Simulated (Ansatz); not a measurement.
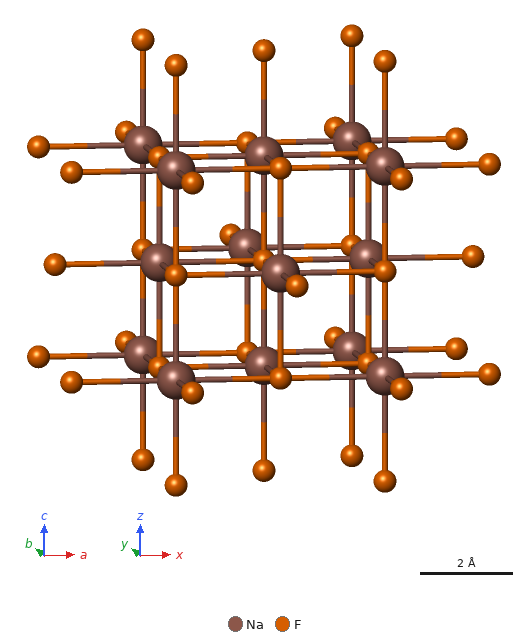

A scan of solid NaF (Fm-3m): the cell is strained along z alone, with the atoms kept at their fractional coordinates. x, y and z are the Cartesian axes of the input. The picture shows the reference cell. A ball-and-stick model of the conventional cell (4 times the calculation's cell), seen along the b axis, with a slight tilt. Lengths and directions refer to the drawn axes.

Computed with DFT PBEsol, scalar-relativistic, plane waves, PAW (Ansatz 0.2.0). Settings: plane-wave cutoff 420 eV; k-point mesh 8 × 8 × 8; occupations gaussian; smearing width 0.05 eV; no spin polarisation. Energies (free energies at the smearing named) are counted from the cell as listed in its source, which wasn't relaxed.

The input:
```yaml
crystal:
  lattice:
    - [0.0, 2.3233, 2.3233]
    - [2.3233, 0.0, 2.3233]
    - [2.3233, 2.3233, 0.0]
  atoms:
    - { symbol: Na, position: [0.0, 0.0, 0.0] }
    - { symbol: F, position: [0.5, 0.5, 0.5] }
basis:
  ecutwfc: 420
kpoints:
  mp_grid: { grid: [8, 8, 8] }
hamiltonian:
  xc: pbesol
scf:
  occupations: { method: gaussian, width: 0.05 }
output:
  forces: true
  stress: true
  eigenvalues: true
```

Command:
```bash
ansatz run input.yaml --threads 1 --pin off --max-ram 2560MiB --backend cpu --events-out ev --progress --plain --runs-dir out
```

Q: Give the energy at each point (the strain: −0.0200, −0.0150, −0.0100, −0.0050, 0.0000, 0.0050, 0.0100, 0.0150, 0.0175, 0.0200).

A:
```csv
strain,energy change (meV/atom)
−0.0200,0.74
−0.0150,0.23
−0.0100,−0.09
−0.0050,−0.14
0.0000,0.00
0.0050,0.25
0.0100,0.72
0.0150,1.34
0.0175,1.72
0.0200,2.13
```

The lowest computed point lies at the strain −0.005 (−0.14 meV/atom). At the ends of the scan the energy is 0.74 meV/atom (−0.02) and 2.13 meV/atom (0.02). The curvature at zero strain, (1/V) d²E/dε², is about 85 GPa; it is C₃₃ with clamped ions. The distortion takes the space group from Fm-3m to I4/mmm. At the strain −0.02 the cell of the drawing goes c 4.647 → 4.554 Å.

As a plot:

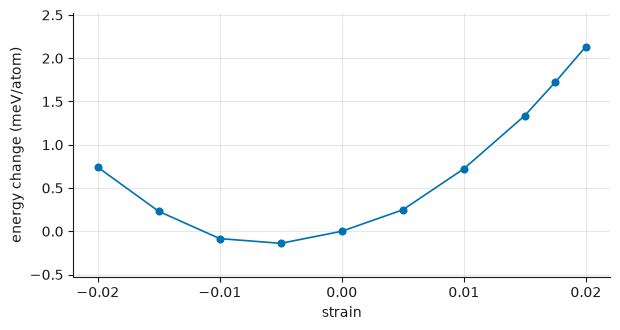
